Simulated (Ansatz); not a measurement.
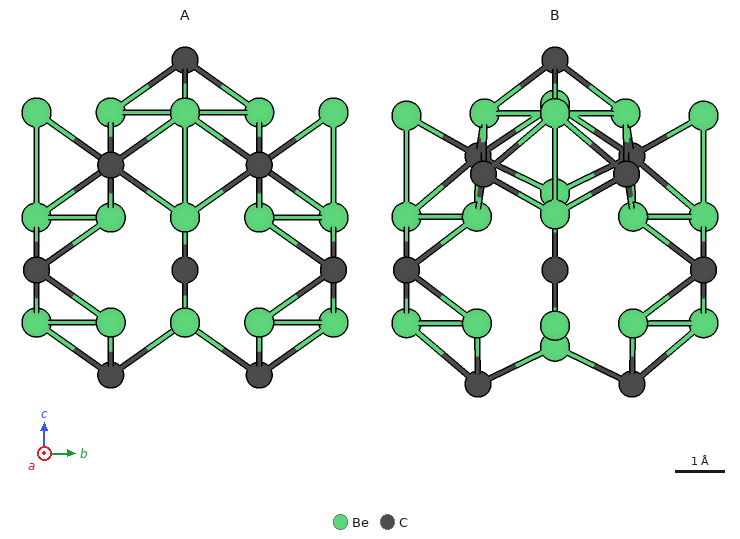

Two geometries of a defect cell of composition Be₁₆C₇ (cell charge +4) (started half-way along a vacancy jump, in the symmetry of that start), drawn at one scale. One is the start of a relaxation, the other its converged end. A ball-and-stick model of the atoms within 4.2 Å of the atom that moves most (axes of the conventional cell (2 times the calculation's cell) (origin shifted)), seen along the a axis. Lengths and directions refer to the drawn axes.

Method: DFT PBE, scalar-relativistic, plane waves, PAW in Ansatz 0.2.0. Set-up: plane-wave cutoff 420 eV; k-point mesh 4 × 4 × 4; occupations gaussian; smearing width 0.05 eV; no spin polarisation; atoms relaxed in a fixed cell; force threshold 0.02 eV/Å; at most 60 steps.

**Which one is relaxed?**

Structure B is the relaxed one. Over 6 accepted moves (7 points after the start) the energy falls by 16.838 eV per cell of the calculation. Largest force component: 44 eV/Å at the start, 0.0022 eV/Å at the end. 1 step only repeated the SCF at the same geometry. The largest moves, 0.50 Å, are those of Be atoms. By element the largest moves are Be 0.50 Å, C 0.19 Å. The cell stays as it was. Some distances before and after: Be–C 1.082 → 1.579 Å, Be–Be 2.164 → 1.830 Å, Be–C 1.874 → 1.693 Å, Be–Be 2.164 → 2.039 Å. Among the angles between lasting bonds that change: C–Be–C 109.5° → 128.1°, C–Be–C 109.5° → 121.2°, C–Be–C 125.3° → 115.9°.

Limits of the set-up: the periodic images lie only 6.1 Å apart, so the values are limited by the cell's size; the cell is charged, on a uniform background, and energies carry no finite-size correction.
